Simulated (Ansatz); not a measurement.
**Energy of Ga along a strain of the cell**

System: Ga (Immm, 1 atom in the cell).
Method: DFT PBEsol, scalar-relativistic, plane waves, PAW, no spin polarisation (Ansatz 0.2.0).

The 7 runs differ only in the geometry, by a strain of the cell at fixed fractional positions. Against run 4, the strain is εyy = η. The structure derives from an entry of the Crystallography Open Database.

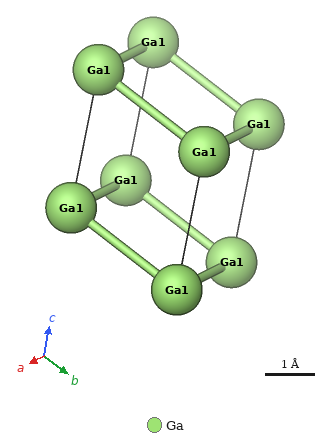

Figure 1. The structure of run 4 (ball-and-stick view of the reduced cell, seen slightly off an axis; atoms are numbered from 1 in the order of the input). An atom can appear more than once, as a periodic image.

### Input of run 4
```yaml
crystal:
  lattice:
    - [-1.404, 1.41804, 2.229]
    - [1.404, -1.41804, 2.229]
    - [1.404, 1.41804, -2.229]
  atoms:
    - { symbol: Ga, position: [0.0, 0.0, 0.0] }
basis:
  ecutwfc: 420
kpoints:
  mp_grid: { grid: [24, 24, 24] }
hamiltonian:
  xc: pbesol
scf:
  occupations: { method: gaussian, width: 0.15 }
output:
  forces: true
  stress: true
  eigenvalues: true
```

Command:
```bash
ansatz run input.yaml --threads 1 --pin off --max-ram 2560MiB --backend cpu --events-out ev --progress --plain --runs-dir out
```

Run 6 differs from it as follows:
```diff
-    - [-1.404, 1.41804, 2.229]
-    - [1.404, -1.41804, 2.229]
-    - [1.404, 1.41804, -2.229]
+    - [-1.404, 1.42857, 2.229]
+    - [1.404, -1.42857, 2.229]
+    - [1.404, 1.42857, -2.229]
```

### Results, with one run withheld

```csv
run,strain parameter η (%),"free energy per atom, from the lowest run given (meV)",pressure (GPa)
1,−2.9703,2.87,1.77
2,−1.4851,0.58,0.77
3,−0.4950,0.04,0.17
4,0.0000,0.00,−0.12
5,0.4950,0.13,−0.40
6,0.7426,?,?
7,0.9901,0.48,−0.67
```

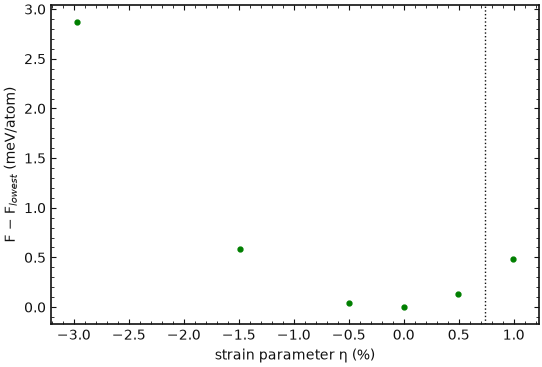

Figure 2. Free energy per atom of the runs given; the dotted line marks run 6.

Estimate the energy of run 6 from the others.

A cubic polynomial in the coordinate, fitted to the 6 runs given, misses them by at most 0.02 meV per atom. With x = η + 0.5776, it reads F = 0.038959 − 0.27329 x + 0.3616 x² − 0.0077002 x³ (meV per atom). At run 6 it gives 0.29 meV per atom, and the run itself gives 0.28. The fit has its minimum at η = −0.1950 %.

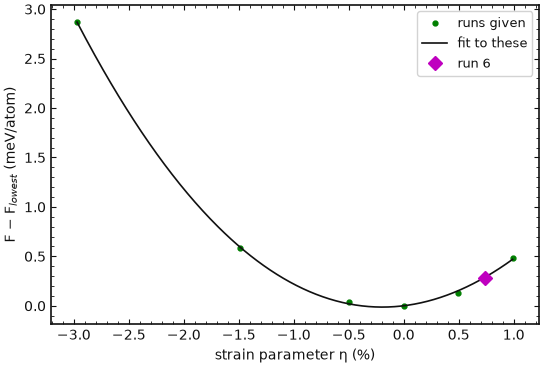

Figure 3. The fit and the withheld run.

### Output, shortened to warnings, some set-up lines, iterations and results (run 6)
```
Basis set: ecut = 420 eV, 343 PW (Γ), exchange–correlation on 48×48×48 points (8 copies of the dense FFT grid, shifted against one another)
Symmetry: 8 space group operations
k-points: 1963 of 13824
Initial density: superposition of atomic densities (neutral atoms: chi_scale 0, normalization atom), corrected by the library's trained network
[...]
SCF iter   1: F=—  HF=-3743.186995 eV  |F-HF|=—  |Δ(HF+E_count)|=         —  Δρ=1.75e-3  dr2=3.26e-4  ethr=1.77e-3  ⟨swp⟩=5.0  Hψ=126491  notcnv=0
SCF iter   2: F=—  HF=-3743.186508 eV  |F-HF|=—  |Δ(HF+E_count)|=   4.87e-4  Δρ=4.85e-4  dr2=2.21e-5  ethr=2.51e-6  ⟨swp⟩=2.0  Hψ=49245  notcnv=0
SCF iter   3: F=—  HF=-3743.186520 eV  |F-HF|=—  |Δ(HF+E_count)|=   1.19e-5  Δρ=2.10e-4  dr2=3.65e-6  ethr=1.70e-7  ⟨swp⟩=1.0  Hψ=20769  notcnv=0
SCF iter   4: F=-3743.186523 eV  HF=-3743.186523 eV  |F-HF|=1.35e-8  |Δ(HF+E_count)|=   3.44e-6  Δρ=2.08e-5  dr2=2.45e-8  ethr=2.81e-8  ⟨swp⟩=2.0  Hψ=23516  notcnv=0
SCF iter   5: F=-3743.186523 eV  HF=-3743.186523 eV  |F-HF|=1.57e-8  |Δ(HF+E_count)|=   6.54e-9  Δρ=9.31e-6  dr2=7.95e-9  ethr=1.88e-10  ⟨swp⟩=2.0  Hψ=33594  notcnv=0
SCF iter   6: F=-3743.186523 eV  HF=-3743.186523 eV  |F-HF|=8.51e-10  |Δ(HF+E_count)|=   5.64e-9  Δρ=2.11e-6  dr2=3.97e-10  ethr=6.11e-11  ⟨swp⟩=2.9  Hψ=79192  notcnv=0
SCF 1 converged in 6 iterations: F = -3743.186523 eV  dr2 = 3.97e-10
SCF converged after 6 iterations
Free energy (F): -3743.186523 eV
Harris-Foulkes:  -3743.186523 eV  (|F-HF|=8.51e-10)
Internal energy: -3743.182280 eV  (E = F + TS)
E sigma→0 (E₀):  -3743.184402 eV
Entropy (-TS):   -0.004243 eV (-4.243 meV/atom)
Fermi energy:    10.306600 eV
--- Per-component energies (eV) ---
  E_band       = -28.010823
  E_kinetic    = 115.239982
  E_local      = -1745.522415  (includes V_loc(G=0)·N_el)
  E_nonlocal   = 423.410918
  E_hartree    = 821.588029
  E_xc         = -69.149250
  E_vxc        = -58.707925  (∫ρ·V_xc dr)
  E_paw        = -1946.172711  (= ΣΔE_a)
  E_vpaw       = -405.606188  (= ΣTr[D̂ρ^β])
  E_aug_tail   = -0.000111  (compensation charges beyond the density's cutoff)
  E_ewald      = -1343.439701
  E_core_change = 0.862978  (= ΣΔE_core)
  E_smearing   = -0.004243  (= −TS)
  E_closure    = -0.000000  (closes the sum)
  Σ components = -3743.186523   (vs F -3743.186523, Δ=0.00e0)
--- Forces (eV/Å), atoms counted from 1 ---
  atom   1  Ga     0.00000000     0.00000000     0.00000000
  max |Σ_I F_I| component: 0.00e0 eV/Å
--- Stress (GPa, compression-positive) ---
       -0.290233       0.000000       0.000000
        0.000000      -0.620466       0.000000
        0.000000       0.000000      -0.691165
  P = ⅓ Tr σ = -0.5340 GPa (-5.340 kbar)
```
